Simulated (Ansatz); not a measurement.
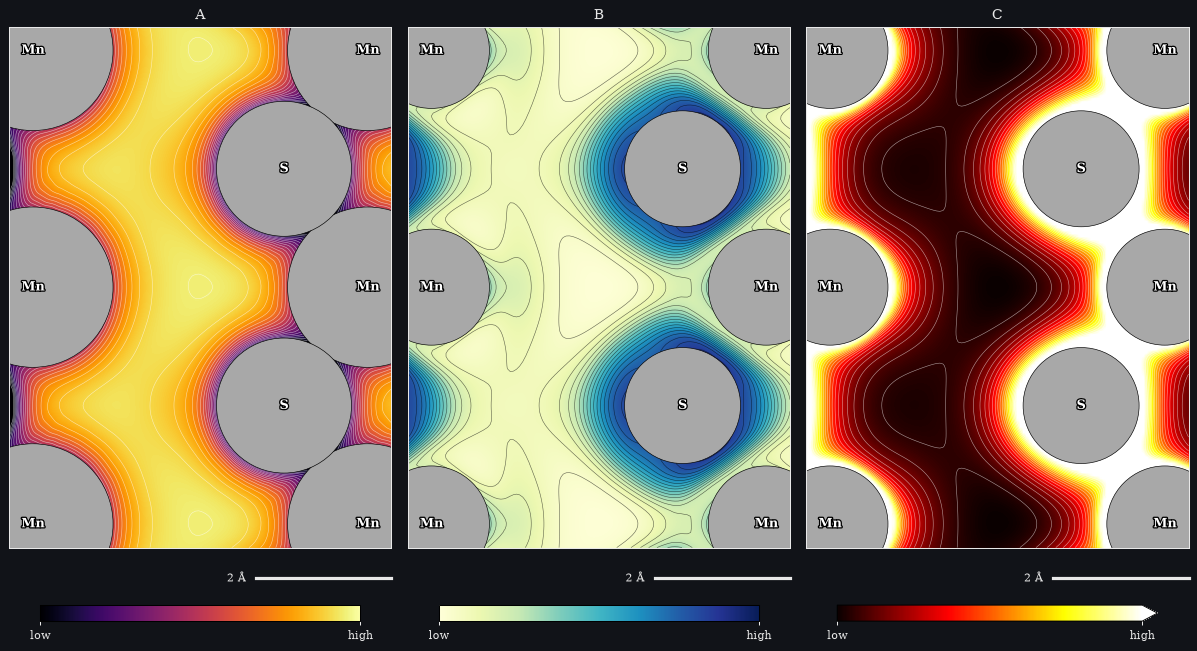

MnS: 3 fields on the (110) plane of the conventional cell, with unlabelled colour scales. Grey discs cover the atomic cores.

Space group F-43m; a structure from a database of computed crystals, not necessarily the ambient phase; computed pressure about 10 GPa in this cell; the program warned that a starting moment wasn't kept; spin-polarised, but the moments vanished.

All numbers below come from Kohn-Sham DFT of a periodic cell, BLYP, Ansatz PAW (Ansatz 0.2.0).

```cif
data_structure
_symmetry_space_group_name_H-M 'P 1'
_symmetry_Int_Tables_number 1
_cell_length_a 4.9469
_cell_length_b 4.9469
_cell_length_c 4.9469
_cell_angle_alpha 90.000
_cell_angle_beta 90.000
_cell_angle_gamma 90.000
_cell_volume 121.06
loop_
_atom_site_label
_atom_site_type_symbol
_atom_site_fract_x
_atom_site_fract_y
_atom_site_fract_z
_atom_site_occupancy
Mn1 Mn 0.50000 0.50000 0.00000 1
Mn2 Mn 0.00000 0.50000 0.50000 1
Mn3 Mn 0.00000 0.00000 0.00000 1
Mn4 Mn 0.50000 0.00000 0.50000 1
S1 S 0.75000 0.75000 0.25000 1
S2 S 0.25000 0.75000 0.75000 1
S3 S 0.25000 0.25000 0.25000 1
S4 S 0.75000 0.25000 0.75000 1
```

### Which field does each panel show? The fields are: electron localisation function, electrostatic potential energy of an electron and valence pseudo-density.

Panel A: electrostatic potential energy of an electron (low next to the atoms, rising into the space between them). Panel B: electron localisation function. Panel C: valence pseudo-density.
